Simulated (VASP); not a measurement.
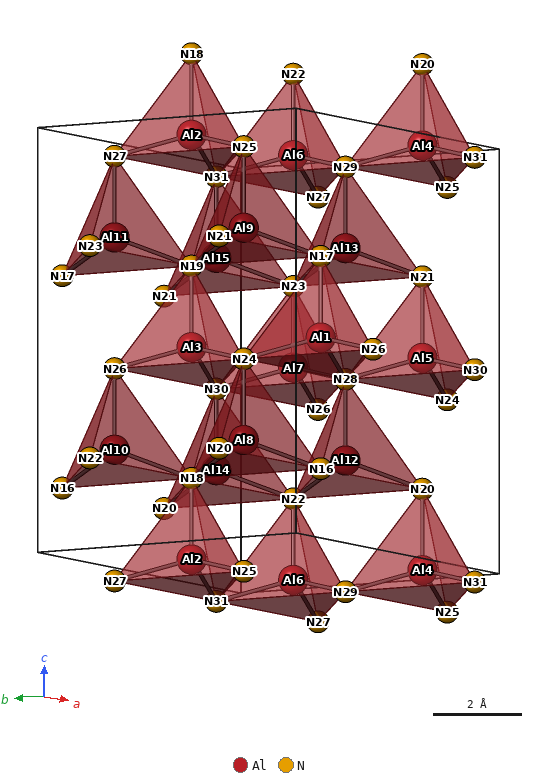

**Figure 1.** The structure as given in the input (polyhedral view of the cell of the calculation, seen at an oblique angle; polyhedra are completed across the faces of the cell; atoms are numbered from 1 in the order of the input). An atom can appear more than once, as a periodic image.

# What a change does: single-point calculation on Al15N16

System: Al15N16 (defect cell, 31 atoms in the cell).
Method of run 1: Kohn-Sham DFT of a periodic cell, PBEsol, VASP PAW PBE potentials, recommended, spin-polarised (VASP 6.6.1).

The structure derives from an entry of the Crystallography Open Database. 

**INCAR, run 1**
```
PREC = Accurate ; ENCUT = 450
EDIFF = 1E-5 ; ISMEAR = 0
SIGMA = 0.03 ; LREAL = Auto
LASPH = T ; NELM = 120
ALGO = Normal ; ISIF = 2
LWAVE = F ; LCHARG = F
ISPIN = 2 ; MAGMOM = 0 0 0 0 0 0 0 0 0 0 0 0 0 0 0 0.75 0 0 0 0 0 0 0 0 0.75 0 0.75 0 0.75 0 0
LORBIT = 11 ; GGA = PS
NBANDS = 88 ; KPAR = 4
```

**KPOINTS, run 1**
```
regular mesh
0
Gamma
  3 3 2
```

**POSCAR, run 1**
```
Al15N16
1.0
    6.2200008610      0.0000000000      0.0000000000
   -3.1100004305      5.3866787572      0.0000000000
    0.0000000000      0.0000000000      9.9600000000
Al N
15 16
Direct
    0.3333333333      0.1666666667      0.5000000000
    0.3333333333      0.6666666667      0.0000000000
    0.3333333333      0.6666666667      0.5000000000
    0.8333333333      0.1666666667      0.0000000000
    0.8333333333      0.1666666667      0.5000000000
    0.8333333333      0.6666666667      0.0000000000
    0.8333333333      0.6666666667      0.5000000000
    0.1666666667      0.3333333333      0.2500000000
    0.1666666667      0.3333333333      0.7500000000
    0.1666666667      0.8333333333      0.2500000000
    0.1666666667      0.8333333333      0.7500000000
    0.6666666667      0.3333333333      0.2500000000
    0.6666666667      0.3333333333      0.7500000000
    0.6666666667      0.8333333333      0.2500000000
    0.6666666667      0.8333333333      0.7500000000
    0.3333333333      0.1666666667      0.1910000000
    0.3333333333      0.1666666667      0.6910000000
    0.3333333333      0.6666666667      0.1910000000
    0.3333333333      0.6666666667      0.6910000000
    0.8333333333      0.1666666667      0.1910000000
    0.8333333333      0.1666666667      0.6910000000
    0.8333333333      0.6666666667      0.1910000000
    0.8333333333      0.6666666667      0.6910000000
    0.1666666667      0.3333333333      0.4410000000
    0.1666666667      0.3333333333      0.9410000000
    0.1666666667      0.8333333333      0.4410000000
    0.1666666667      0.8333333333      0.9410000000
    0.6666666667      0.3333333333      0.4410000000
    0.6666666667      0.3333333333      0.9410000000
    0.6666666667      0.8333333333      0.4410000000
    0.6666666667      0.8333333333      0.9410000000
```

Command:
```bash
cat potpaw_PBE.64/Al/POTCAR potpaw_PBE.64/N/POTCAR > POTCAR
mpirun -np 4 vasp_std > vasp.out
```

Hardware: 4 threads of Intel Xeon (Sapphire Rapids), 64 GiB of memory available, shared host.

**OSZICAR and lines of OUTCAR (run 1)**
```
N       E                     dE             d eps       ncg     rms          rms(c)
DAV:   1     0.448379456645E+03    0.44838E+03   -0.53393E+04  2112   0.114E+03
DAV:   2    -0.219842315095E+03   -0.66822E+03   -0.64363E+03  2672   0.242E+02
DAV:   3    -0.266551974485E+03   -0.46710E+02   -0.46180E+02  2584   0.673E+01
DAV:   4    -0.267233887729E+03   -0.68191E+00   -0.68014E+00  2576   0.892E+00
DAV:   5    -0.267248294419E+03   -0.14407E-01   -0.14397E-01  2624   0.125E+00    0.318E+01
DAV:   6    -0.236816616328E+03    0.30432E+02   -0.11663E+02  2496   0.299E+01    0.120E+01
DAV:   7    -0.236608952577E+03    0.20766E+00   -0.49688E+00  2456   0.668E+00    0.800E+00
DAV:   8    -0.236353932771E+03    0.25502E+00   -0.89845E-01  2672   0.364E+00    0.255E+00
DAV:   9    -0.236341017804E+03    0.12915E-01   -0.20361E-01  2568   0.173E+00    0.886E-01
DAV:  10    -0.236344054669E+03   -0.30369E-02   -0.80570E-02  2496   0.820E-01    0.585E-01
DAV:  11    -0.236344802903E+03   -0.74823E-03   -0.84576E-03  2592   0.356E-01    0.348E-01
DAV:  12    -0.236345320546E+03   -0.51764E-03   -0.27282E-03  2536   0.179E-01    0.154E-01
DAV:  13    -0.236345463003E+03   -0.14246E-03   -0.78183E-04  2752   0.104E-01    0.445E-02
DAV:  14    -0.236345486601E+03   -0.23598E-04   -0.16251E-04  2528   0.470E-02    0.228E-02
DAV:  15    -0.236345490158E+03   -0.35578E-05   -0.18560E-05  1688   0.169E-02
   1 F= -.23634549E+03 E0= -.23634465E+03  d E =-.168893E-02  mag=     2.5558
[... from OUTCAR:]
  free energy    TOTEN  =      -236.34549016 eV
  energy without entropy =     -236.34380123  energy(sigma->0) =     -236.34464570
 E-fermi :   5.4661     XC(G=0): -10.9271     alpha+bet :-15.1989
  free  energy   TOTEN  =      -236.3454901585 eV
  energy  without entropy=     -236.3438012327  energy(sigma->0) =     -236.34464570
```

For run 2 the input was changed thus:
```diff
-ALGO = Normal ; ISIF = 2
+ALGO = All ; ISIF = 2
-NBANDS = 88 ; KPAR = 4
+NBANDS = 88 ; ISYM = 0
+KPAR = 4
```

How does run 2 compare with run 1?

Both reach the same energy, so the change doesn't alter the result. The SCF takes 18 iterations against 15. The irreducible k-points go from 6 to 10.

**OSZICAR and lines of OUTCAR (run 2)**
```
N       E                     dE             d eps       ncg     rms           ort
DAV:   1     0.452939768526E+03    0.45294E+03   -0.59204E+04   880   0.119E+03
DAV:   2    -0.219539578177E+03   -0.67248E+03   -0.64711E+03   880   0.244E+02
DAV:   3    -0.266549984542E+03   -0.47010E+02   -0.46529E+02   880   0.679E+01
DAV:   4    -0.267233734770E+03   -0.68375E+00   -0.68199E+00   880   0.895E+00
DAV:   5    -0.267248301310E+03   -0.14567E-01   -0.14555E-01   880   0.126E+00
SDA:   6    -0.186783068355E+03    0.80465E+02   -0.14555E-01   880   0.240E+03   0.000E+00
CGA:   7    -0.233498086014E+03   -0.46715E+02   -0.46711E+02   880   0.478E+01  -0.217E-01
CGA:   8    -0.235729213335E+03   -0.22311E+01   -0.22379E+01   880   0.146E+01  -0.405E-01
CGA:   9    -0.236163801803E+03   -0.43459E+00   -0.46326E+00   880   0.637E+00  -0.209E+00
CGA:  10    -0.236304226376E+03   -0.14042E+00   -0.14031E+00   880   0.111E+00   0.148E-02
CGA:  11    -0.236332914475E+03   -0.28688E-01   -0.28668E-01   880   0.367E-01   0.573E-03
CGA:  12    -0.236342717480E+03   -0.98030E-02   -0.97989E-02   880   0.684E-02   0.111E-03
CGA:  13    -0.236344543020E+03   -0.18255E-02   -0.18264E-02   880   0.261E-02  -0.160E-04
CGA:  14    -0.236345164680E+03   -0.62166E-03   -0.62174E-03   880   0.621E-03   0.796E-05
CGA:  15    -0.236345400250E+03   -0.23557E-03   -0.23610E-03   880   0.194E-03  -0.405E-05
CGA:  16    -0.236345460537E+03   -0.60288E-04   -0.60482E-04   880   0.808E-04  -0.340E-05
CGA:  17    -0.236345479777E+03   -0.19240E-04   -0.19219E-04   880   0.200E-04  -0.124E-05
CGA:  18    -0.236345487320E+03   -0.75423E-05   -0.76296E-05   880   0.715E-05  -0.690E-06
   1 F= -.23634549E+03 E0= -.23634464E+03  d E =-.169165E-02  mag=     2.5557
[... from OUTCAR:]
  free energy    TOTEN  =      -236.34548732 eV
  energy without entropy =     -236.34379275  energy(sigma->0) =     -236.34464003
 E-fermi :   5.4661     XC(G=0): -10.9269     alpha+bet :-15.1989
  free  energy   TOTEN  =      -236.3454873195 eV
  energy  without entropy=     -236.3437956661  energy(sigma->0) =     -236.34464149
```

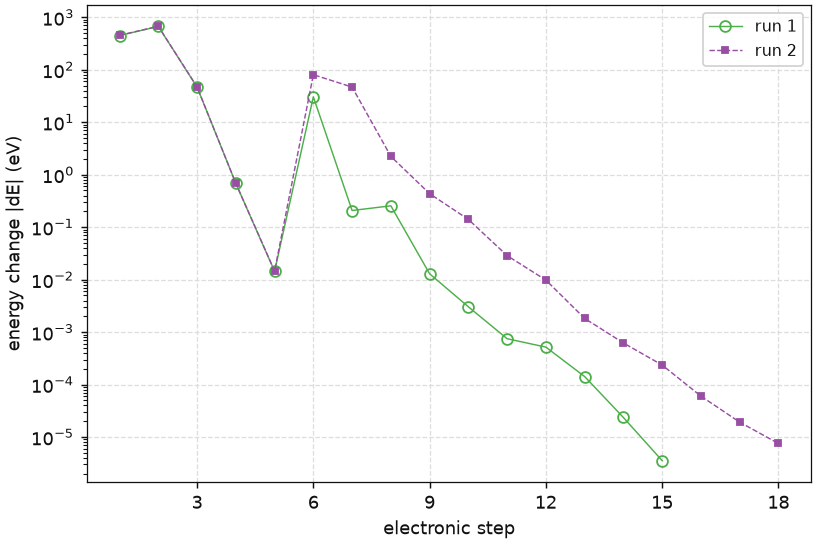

**Figure 2.** Convergence of the two runs: energy change |dE| against the electronic step. Run 1 takes 15 steps in all, and run 2 takes 18.

**The two runs side by side**

| quantity | run 1 | run 2 |
| --- | --- | --- |
| outcome | converged | converged |
| free energy per atom (eV) | −7.6240 | −7.6240 |
| gap on the mesh (eV) | 0.00 | 0.00 |
| net moment of the cell (μB) | 2.56 | 2.56 |
| largest force (eV/Å) | 1.537 | 1.534 |
| SCF iterations | 15 | 18 |
| irreducible k-points | 6 | 10 |
| plane waves at Γ | 7283 | 7283 |
